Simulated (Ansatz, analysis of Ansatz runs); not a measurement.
**Reproducing a measured local vibrational mode: V_K centre (self-trapped hole) in LiF**

Aim: the local vibrational mode of the V_K centre (self-trapped hole) in LiF, to be set beside the measurement. Set-up: HSE06, 64-site cell, PBE lattice, 420 eV, k: the zone centre alone, relaxed with the hybrid. The model is a cell of 64 host atoms. The frequencies come from force constants among the defect atom and its neighbours, with the masses of the isotopes named. Exact exchange opens the gap, stiffens bonds and lessens the self-interaction error, at many times the cost.

Measured beforehand: Stretch of the F2- molecule: 437 cm⁻¹, by Raman (inelastic light scattering) (quoted in “Dependence of polaron migration barriers on the fraction of Fock exchange in hybrid functionals: A systematic study of Vk centers in alkali halides”, 2023, A. S. Tygesen, J. H. Chang, J. M. García-Lastra, quoting earlier work (1978)). The runs below try to reproduce this.

Method: plane-wave PAW DFT, HSE06; relaxation of all atoms of a defect supercell, in Ansatz 0.2.0.

In doubt: the hybrid run may have settled on a false gap or state (step 2), so the values of those runs are not to be relied on.

**1. The structure**

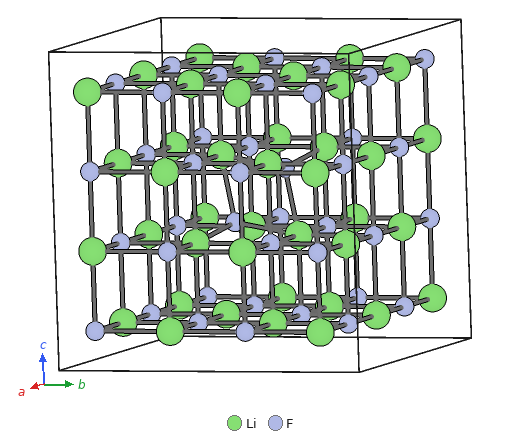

The starting structure, seen slightly off an axis (lithium green, fluorine light blue). Some periodic images of atoms are drawn too.

The cell holds 64 atoms: 32 Li and 32 F. Cell: a = 8.134 Å, b = 8.134 Å, c = 8.134 Å, α = 90.0°, β = 90.0°, γ = 90.0°. It derives from LiF (space group Fm-3m). Nearest the centre at fractional (0.250, 0.375, 0.375): F8 at 0.99 Å, F31 at 0.99 Å, Li19 at 1.44 Å, Li12 at 1.44 Å, F21 at 2.49 Å, Li25 at 2.49 Å, F14 at 2.49 Å, Li2 at 2.49 Å. The cell carries charge +1.

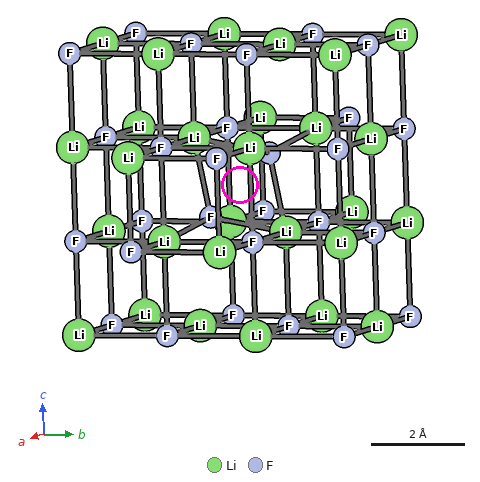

The atoms within 5 Å of the centre. A ring marks the centre wherever it is empty.

The host's primitive cell comes from a first run (plane-wave PAW DFT, PBE; relaxation of the host's cell and atoms): vectors of 2.876, 2.876 and 2.876 Å. That is 8.41 Å³ an atom, 2.9 % over the diffraction cell's volume. The supercell is built on it.

**2. Relaxation, charge +1**

Every later number rests on the structure around the defect, so the atoms are relaxed at the host's lattice first.

Contents of relax/input.yaml:

```yaml
relax:
  f_tol: 0.01
  max_steps: 80
  random_displacement: { amplitude: 0.02, seed: 687 }
crystal:
  lattice:
    - [8.13425753, 0.0, 0.0]
    - [0.0, 8.13425753, 0.0]
    - [0.0, 0.0, 8.13425753]
  atoms:
    - { symbol: Li, position: [0.0, 0.0, 0.0] }
    - { symbol: Li, position: [0.0, 0.25, 0.25] }
    - { symbol: Li, position: [0.25, 0.0, 0.25] }
    - { symbol: Li, position: [0.25, 0.25, 0.0] }
    - { symbol: F, position: [0.0, 0.0, 0.25] }
    - { symbol: F, position: [0.0, 0.25, 0.0] }
    - { symbol: F, position: [0.25, 0.0, 0.0] }
    - { symbol: F, position: [0.25, 0.289044744, 0.289044744] }
    - { symbol: Li, position: [0.0, 0.0, 0.5] }
    - { symbol: Li, position: [0.0, 0.25, 0.75] }
    - { symbol: Li, position: [0.25, 0.0, 0.75] }
    - { symbol: Li, position: [0.25, 0.25, 0.5] }
    - { symbol: F, position: [0.0, 0.0, 0.75] }
    - { symbol: F, position: [0.0, 0.25, 0.5] }
    - { symbol: F, position: [0.25, 0.0, 0.5] }
    - { symbol: F, position: [0.25, 0.25, 0.75] }
    - { symbol: Li, position: [0.0, 0.5, 0.0] }
    - { symbol: Li, position: [0.0, 0.75, 0.25] }
    - { symbol: Li, position: [0.25, 0.5, 0.25] }
    - { symbol: Li, position: [0.25, 0.75, 0.0] }
    - { symbol: F, position: [0.0, 0.5, 0.25] }
    - { symbol: F, position: [0.0, 0.75, 0.0] }
    - { symbol: F, position: [0.25, 0.5, 0.0] }
    - { symbol: F, position: [0.25, 0.75, 0.25] }
    - { symbol: Li, position: [0.0, 0.5, 0.5] }
    - { symbol: Li, position: [0.0, 0.75, 0.75] }
    - { symbol: Li, position: [0.25, 0.5, 0.75] }
    - { symbol: Li, position: [0.25, 0.75, 0.5] }
    - { symbol: F, position: [0.0, 0.5, 0.75] }
    - { symbol: F, position: [0.0, 0.75, 0.5] }
    - { symbol: F, position: [0.25, 0.460955256, 0.460955256] }
    - { symbol: F, position: [0.25, 0.75, 0.75] }
    - { symbol: Li, position: [0.5, 0.0, 0.0] }
    - { symbol: Li, position: [0.5, 0.25, 0.25] }
    - { symbol: Li, position: [0.75, 0.0, 0.25] }
    - { symbol: Li, position: [0.75, 0.25, 0.0] }
    - { symbol: F, position: [0.5, 0.0, 0.25] }
    - { symbol: F, position: [0.5, 0.25, 0.0] }
    - { symbol: F, position: [0.75, 0.0, 0.0] }
    - { symbol: F, position: [0.75, 0.25, 0.25] }
    - { symbol: Li, position: [0.5, 0.0, 0.5] }
    - { symbol: Li, position: [0.5, 0.25, 0.75] }
    - { symbol: Li, position: [0.75, 0.0, 0.75] }
    - { symbol: Li, position: [0.75, 0.25, 0.5] }
    - { symbol: F, position: [0.5, 0.0, 0.75] }
    - { symbol: F, position: [0.5, 0.25, 0.5] }
    - { symbol: F, position: [0.75, 0.0, 0.5] }
    - { symbol: F, position: [0.75, 0.25, 0.75] }
    - { symbol: Li, position: [0.5, 0.5, 0.0] }
    - { symbol: Li, position: [0.5, 0.75, 0.25] }
    - { symbol: Li, position: [0.75, 0.5, 0.25] }
    - { symbol: Li, position: [0.75, 0.75, 0.0] }
    - { symbol: F, position: [0.5, 0.5, 0.25] }
    - { symbol: F, position: [0.5, 0.75, 0.0] }
    - { symbol: F, position: [0.75, 0.5, 0.0] }
    - { symbol: F, position: [0.75, 0.75, 0.25] }
    - { symbol: Li, position: [0.5, 0.5, 0.5] }
    - { symbol: Li, position: [0.5, 0.75, 0.75] }
    - { symbol: Li, position: [0.75, 0.5, 0.75] }
    - { symbol: Li, position: [0.75, 0.75, 0.5] }
    - { symbol: F, position: [0.5, 0.5, 0.75] }
    - { symbol: F, position: [0.5, 0.75, 0.5] }
    - { symbol: F, position: [0.75, 0.5, 0.5] }
    - { symbol: F, position: [0.75, 0.75, 0.75] }
total_charge: 1
basis:
  ecutwfc: 420
  xc_grid: 2
hamiltonian:
  xc: hse06
kpoints:
  mp_grid: { grid: [1, 1, 1] }
magnetization:
  spin_polarized: true
  initial_magnetization: 1
  spin_locking: { lock_magnetization: hard }
scf:
  occupations: { method: fermi_dirac, width: 0.01 }
  max_iter: 120
output:
  forces: true
checkpoint:
  write: "../relax.run"
  compress: false
  write_wavefunctions: true
  write_every: 100000
```

Launch:

```console
$ ansatz run input.yaml --threads 4 --pin off --max-ram 7536MiB --backend cpu --events-out ev --progress --plain --runs-dir out
```

Numbers of over 12 decimals in the logs are rounded to 6 here.

The log of the run:

```text
[... repeated set-up lines and file paths are left out, and long positions are rounded to six places ...]
exact exchange: scf.exx.singularity resolves to wigner_seitz, which cuts the screened interaction at the faces of the exchange supercell's Wigner-Seitz cell, so that each pair interacts once, at the shortest of its separations (the periodic images that this [...]
Engine: ansatz 0.2.0, aarch64-unknown-linux-gnu
Pseudopotentials: kind: paw
Pseudopotential: Li, paw, valence charge 3, recommended cutoff 420 eV (normal), Li.paw.azcp
Pseudopotential: F, paw, valence charge 7, recommended cutoff 420 eV (normal), F.paw.azcp
Functional definition: HSE06
  parameter a = 0.25
  parameter omega = 0.11/bohr
  exchange = pbe_x - a*pbe_x_sr(omega) + a*exact_x_sr(omega)
  correlation = pbe_c
Crystal: 64 atoms, lattice volume = 538.212 Å³
Basis set: ecut = 420 eV, 10443 PW (Γ), exchange–correlation on 120×120×120 points (8 copies of the dense FFT grid, shifted against one another)
Bands: 224, of which v1, the nominal top of the filled ones, is band 160 counted from 1 (159 counted from 0)
Symmetry: 1 space group operations
k-points: 1
Non-local potential: Li, projectors of the file, l = 0: 3, l = 1: 2, l = 2: 1
Non-local potential: F, projectors of the file, l = 0: 2, l = 1: 2, l = 2: 1
PAW form: soft (Blöchl's): semilocal exchange-correlation on the pseudo side does not see the compensation charge
PAW frozen core: F, regenerated for the run's functional, and the local potential with it (the file was generated under x = pbe(κ = 0.804, μ = 0.219515), c = pbe(β = 0.066725))
PAW one-centre angular grid: Li, 110 points (default); XC on 96 Gauss nodes
PAW one-centre angular grid: F, 110 points (default); XC on 64 Gauss nodes
Initial density: superposition of atomic densities (chi_scale 0.1, normalization cell, long waves kept (reshape's long-wave potential 0.11 eV rms))
Starting moments: Σ|m| = 1 μB on 64 of 64 sites
Initial wavefunctions: pseudopotential atomic-orbital guess
Functional: x = pbe(κ = 0.804, μ = 0.219515), c = pbe(β = 0.066725), warm-up for x = pbe(κ = 0.804, μ = 0.219515) + 0.25 (exact − pbe) at short range (hse, ω = 0.207870 Å⁻¹), c = pbe(β = 0.066725); [...]
iter 1 solved again at ethr=4.02e-3 eV; its pass at ethr=1.00e-1 eV (dr2=1.28e1 eV) is discarded
SCF iter   1: F=—  HF=-32516.616393 eV  |F-HF|=—  |Δ(HF+E_count)|=         —  Δρ=4.00e-2 (↑2.70e-2 ↓4.00e-2)  dr2=1.29e1  dr2_m=1.01e0  M=1.000 μB ∫|m|=1.045 μB  β_m=0.30  ethr=4.02e-3  ⟨swp⟩=14.0  Hψ=2390  notcnv=0
preconditioner: auto → none  [insulator: Δε(μ)=0.938 eV  Ē_g=19.099 eV  σ=0.010 eV  W_gap=1.00  n_scr=146 (ndim 8)  ℏωp=25.6 eV  f_vac=0.000  D(μ)=0.00/eV (n_scr^D=0)]
SCF iter   2: F=—  HF=-32516.795407 eV  |F-HF|=—  |Δ(HF+E_count)|=   1.79e-1  Δρ=2.77e-2 (↑2.08e-2 ↓2.77e-2)  dr2=8.12e0  dr2_m=1.70e-1  M=1.000 μB ∫|m|=1.046 μB  β_m=0.33  ethr=4.02e-3  ⟨swp⟩=5.0  Hψ=1024  notcnv=0
spin=Collinear: Kerker preconditioning applied to the charge; magnetization (m = ρ↑ − ρ↓) channel mixes plain (no charge-response kernel on spin).
SCF iter   3: F=—  HF=-32516.373671 eV  |F-HF|=—  |Δ(HF+E_count)|=   4.22e-1  Δρ=1.73e-2 (↑1.46e-2 ↓1.73e-2)  dr2=3.72e0  dr2_m=3.84e-2  M=1.000 μB ∫|m|=1.030 μB  β_m=0.62  ethr=2.55e-3  ⟨swp⟩=3.5  Hψ=907  notcnv=0
SCF iter   4: F=—  HF=-32517.017249 eV  |F-HF|=—  |Δ(HF+E_count)|=   6.44e-1  Δρ=2.96e-2 (↑5.75e-3 ↓2.96e-2)  dr2=4.02e0  dr2_m=9.81e-1  M=1.000 μB ∫|m|=1.156 μB  β_m=0.59  ethr=1.17e-3  ⟨swp⟩=5.0  Hψ=1081  notcnv=0
SCF iter   5: F=—  HF=-32516.584055 eV  |F-HF|=—  |Δ(HF+E_count)|=   4.33e-1  Δρ=5.68e-3 (↑2.17e-3 ↓5.68e-3)  dr2=6.83e-1  dr2_m=3.12e-2  M=1.000 μB ∫|m|=1.077 μB  β_m=0.64  ethr=1.17e-3  ⟨swp⟩=4.0  Hψ=922  notcnv=0
SCF iter   6: F=—  HF=-32516.639605 eV  |F-HF|=—  |Δ(HF+E_count)|=   5.56e-2  Δρ=1.73e-2 (↑2.03e-3 ↓1.73e-2)  dr2=1.24e0  dr2_m=4.03e-1  M=1.000 μB ∫|m|=1.119 μB  β_m=0.82  ethr=2.14e-4  ⟨swp⟩=7.5  Hψ=967  notcnv=0  recentre
SCF iter   7: F=—  HF=-32516.617191 eV  |F-HF|=—  |Δ(HF+E_count)|=   2.24e-2  Δρ=8.98e-3 (↑1.06e-3 ↓8.98e-3)  dr2=6.97e-1  dr2_m=9.56e-2  M=1.000 μB ∫|m|=1.075 μB  β_m=0.64  ethr=2.14e-4  ⟨swp⟩=3.0  Hψ=915  notcnv=0
SCF iter   8: F=—  HF=-32516.607439 eV  |F-HF|=—  |Δ(HF+E_count)|=   9.75e-3  Δρ=7.99e-3 (↑6.97e-4 ↓7.99e-3)  dr2=3.40e-1  dr2_m=8.20e-2  M=1.000 μB ∫|m|=1.086 μB  β_m=0.82  ethr=2.14e-4  ⟨swp⟩=2.5  Hψ=897  notcnv=0
SCF iter   9: F=—  HF=-32516.598676 eV  |F-HF|=—  |Δ(HF+E_count)|=   8.76e-3  Δρ=2.42e-3 (↑4.48e-4 ↓2.42e-3)  dr2=4.87e-2  dr2_m=6.64e-3  M=1.000 μB ∫|m|=1.067 μB  β_m=0.77  ethr=1.07e-4  ⟨swp⟩=7.0  Hψ=914  notcnv=0
SCF iter  10: F=—  HF=-32516.597835 eV  |F-HF|=—  |Δ(HF+E_count)|=   8.41e-4  Δρ=3.41e-3 (↑3.11e-4 ↓3.41e-3)  dr2=8.23e-2  dr2_m=1.42e-2  M=1.000 μB ∫|m|=1.067 μB  β_m=0.70  ethr=1.53e-5  ⟨swp⟩=8.5  Hψ=985  notcnv=0
iter 11 solved again at ethr=8.70e-7 eV; its pass at ethr=1.53e-5 eV (dr2=2.77e-3 eV) is discarded
SCF iter  11: F=—  HF=-32516.595390 eV  |F-HF|=—  |Δ(HF+E_count)|=   2.45e-3  Δρ=4.13e-4 (↑1.72e-4 ↓4.13e-4)  dr2=2.75e-3  dr2_m=1.77e-4  M=1.000 μB ∫|m|=1.068 μB  β_m=0.69  ethr=8.70e-7  ⟨swp⟩=4.5  Hψ=1819  notcnv=0
[...]
SCF iter   6: F=-32513.741660 eV  HF=-32513.741660 eV  |F-HF|=8.90e-9  |Δ(HF+E_count)|=   1.03e-8  Δρ=1.29e-6 (↑2.74e-7 ↓1.29e-6)  dr2=1.13e-8  dr2_m=2.25e-9  M=1.000 μB ∫|m|=1.120 μB  ethr=1.66e-11  ⟨swp⟩=4.5  Hψ=794  notcnv=0  defer=2
SCF 7 converged in 6 iterations: F = -32513.741660 eV  dr2 = 1.13e-8
  Residual-converged pass: ⟨swp⟩=2.0  Hψ=732  notcnv=0  max |occ|·‖R‖ = 1.5e-6 eV (tolerance 2.9e-6 eV)  dr2=1.12e-8  dr2_m=2.25e-9  dr2_onsite=6.81e-10  max |Δocc| = 1.8e-20
hybrid outer 6: dexx = +1.586e-6 eV, tail = 3.41e-8 eV, Δε = 5.10e-3 eV (about 7.89e-4 eV left of the loop's levels), ΔF = 4.22e-3 eV/Å (tail 8.81e-4)
this state was not tested for a lower state beside it, because the functional holds exact exchange (a hybrid, or Hartree-Fock), whose exchange loop this test does not read (fock_operator); [...]
relax step   1: F+E_penalty+E_count = -32513.74165984 eV  Δ(F+E_penalty+E_count) = +0.000e0 eV  max|allowed force component| = 1.671e0 eV/Å  Δτ_max = 0.0000 Å  (90 SCF iters, accepted)
[...]
relax step   2: F+E_penalty+E_count = -32514.50587046 eV  Δ(F+E_penalty+E_count) = -7.642e-1 eV  max|allowed force component| = 1.226e0 eV/Å  Δτ_max = 0.0896 Å  (11 SCF iters, dr2 threshold 1.00e-4 eV, accepted)
relax step   3: F+E_penalty+E_count = -32514.94436031 eV  Δ(F+E_penalty+E_count) = -4.385e-1 eV  max|allowed force component| = 3.896e-1 eV/Å  Δτ_max = 0.2000 Å  (11 SCF iters, dr2 threshold 9.39e-5 eV, accepted)
relax step   4: F+E_penalty+E_count = -32515.03535906 eV  Δ(F+E_penalty+E_count) = -9.100e-2 eV  max|allowed force component| = 8.280e-2 eV/Å  Δτ_max = 0.0344 Å  (12 SCF iters, dr2 threshold 1.53e-5 eV, accepted)
relax step   5: F+E_penalty+E_count = -32515.04244700 eV  Δ(F+E_penalty+E_count) = -7.088e-3 eV  max|allowed force component| = 2.755e-2 eV/Å  Δτ_max = 0.0129 Å  (11 SCF iters, dr2 threshold 4.28e-7 eV, accepted)
[...]
relax step   6: F+E_penalty+E_count = -32515.04416778 eV  Δ(F+E_penalty+E_count) = -1.721e-3 eV  max|allowed force component| = 8.831e-3 eV/Å  Δτ_max = 0.0068 Å  (13 SCF iters, accepted)
hybrid SCF converged: 3 outer / 13 inner (+0 warm-up), last move |dexx| = 2.18e-10 eV, tail = 3.27e-9 eV
Magnetization: 1.0000 μB (160.0000 up, 159.0000 down)
Absolute magnetization: 1.1209 μB (∫|ρ↑−ρ↓|, with the PAW one-centre terms)
Spin contamination: 0.0058 ħ² per cell (⟨S²⟩ above its minimum at these occupations)
Per-site moments (μB) at R_I (Å): [(-1.3971455400922864e-5, 0.836766), (-0.000275863, 0.788937), (-4.906848285311417e-5, 0.774391), [... 61 left out ...]
Free energy (F): -32515.044168 eV
Harris-Foulkes:  -32515.044168 eV  (|F-HF|=3.78e-10)
Internal energy: -32515.044168 eV  (E = F + TS)
E sigma→0 (E₀):  -32515.044168 eV
Fermi energy:    0.331114 (↑ 4.574913, ↓ 0.328192) eV
--- Per-component energies (eV) ---
  E_band       = -4633.514665
  E_kinetic    = 7415.606356
  E_local      = -20932.875313  (includes V_loc(G=0)·N_el)
  E_nonlocal   = 1245.501766
  E_hartree    = 7382.708130
  E_xc         = -2349.640648
  E_vxc        = -2987.814407  (∫ρ·V_xc dr)
  E_exx        = -1224.637333  (= α·E_x^exact, valence–valence)
  E_paw        = -6455.998923  (= ΣΔE_a)
  E_vpaw       = -1690.144160  (= ΣTr[D̂ρ^β])
  E_aug_tail   = 0.069411  (compensation charges beyond the density's cutoff)
  E_ewald      = -17594.811282
  E_core_change = -0.966332  (= ΣΔE_core)
  E_smearing   = -0.000000  (= −TS)
  E_closure    = 0.000001  (closes the sum)
  E_deformation_potential = 15.115856  (in the stress; not in F)
  Σ components = -32515.044168   (vs F -32515.044168, Δ=-3.64e-12)
--- Forces (eV/Å), atoms counted from 1 ---
  atom   1  Li    -0.00507641    -0.00626686    -0.00475418
  atom   2  Li     0.00355122     0.00156334    -0.00128843
  [... 5 atoms left out ...]
  atom   8  F     -0.00346676     0.00688786     0.00884053
  [... 3 atoms left out ...]
  atom  12  Li     0.00545142     0.00460138    -0.00481920
  [... 1 atom left out ...]
  atom  14  F      0.00128268     0.00405109     0.00048576
  [... 4 atoms left out ...]
  atom  19  Li     0.00039359    -0.00542906     0.00420704
  [... 1 atom left out ...]
  atom  21  F      0.00201178     0.00062809     0.00226670
  [... 3 atoms left out ...]
  atom  25  Li     0.00135676    -0.00222715    -0.00003857
  [... 5 atoms left out ...]
  atom  31  F     -0.00050051    -0.00621139    -0.00607640
  [... 21 atoms left out ...]
  atom  53  F     -0.00120117    -0.00236520     0.00362929
  [... 3 atoms left out ...]
  atom  57  Li    -0.00231008    -0.00282845    -0.00438322
  [... 7 atoms left out ...]
  max |Σ_I F_I| component: 5.84e-4 eV/Å
--- Band table (eV) ---
  k-point 0 ↑: bands = ["-44.0247", "-44.0183", "-44.0058", "-44.0024", [... 195 left out ...] "16.8822", "16.9027", "16.9442", "16.9460"]
  k-point 0 ↓: bands = ["-44.0251", "-44.0187", "-44.0062", "-44.0029", [... 195 left out ...] "16.9085", "16.9231", "16.9523", "16.9773"]
  guard bands above this table: 21 of the run's 224 bands. The solve was not asked for them (output.publish_guard_bands: true or output.eigenvalues: true publishes all)
--- Relaxed structure (6 steps of the walk, 6 accepted, 0 SCFs on fresh bases) ---
  F+E_penalty+E_count = -32515.04416778 eV   max|allowed force component| = 8.831e-3 eV/Å
  atoms:
    - { symbol: Li, position: [-0.000997, 0.001713, 0.001814] }
    - { symbol: Li, position: [-0.015246, 0.253318, 0.253669] }
    [... 5 atoms left out ...]
    - { symbol: F, position: [0.250005, 0.288586, 0.288706] }
    [... 3 atoms left out ...]
    - { symbol: Li, position: [0.248620, 0.227536, 0.522752] }
    [... 1 atom left out ...]
    - { symbol: F, position: [-0.006261, 0.246869, 0.503264] }
    [... 4 atoms left out ...]
    - { symbol: Li, position: [0.249635, 0.522628, 0.227756] }
    [... 1 atom left out ...]
    - { symbol: F, position: [-0.006389, 0.503010, 0.247168] }
    [... 3 atoms left out ...]
    - { symbol: Li, position: [-0.015107, 0.496888, 0.496799] }
    [... 5 atoms left out ...]
    - { symbol: F, position: [0.249840, 0.461353, 0.461567] }
    [... 21 atoms left out ...]
    - { symbol: F, position: [0.505890, 0.503238, 0.247080] }
    [... 3 atoms left out ...]
    - { symbol: Li, position: [0.514540, 0.496782, 0.497146] }
    [... 7 atoms left out ...]
```

Elapsed: 11 min, on 4 threads of Arm Neoverse V1, shared host; peak memory 1.7 GiB.

[end of part 1 of 2]

[Logs are printed without paths, hosts, clocks, repeated set-up lines and the standing remarks that a program may print on its own settings, such as how far it seeks lower states.]

[Hosts, paths, dates, database ids (printed as entryN), source tags and the programs' standing remarks are cut or masked in the printed files.]

[For some hosts the program warned that the k-mesh of the response run may be too coarse for force constants and the static dielectric constant; such warnings are not shown here.]
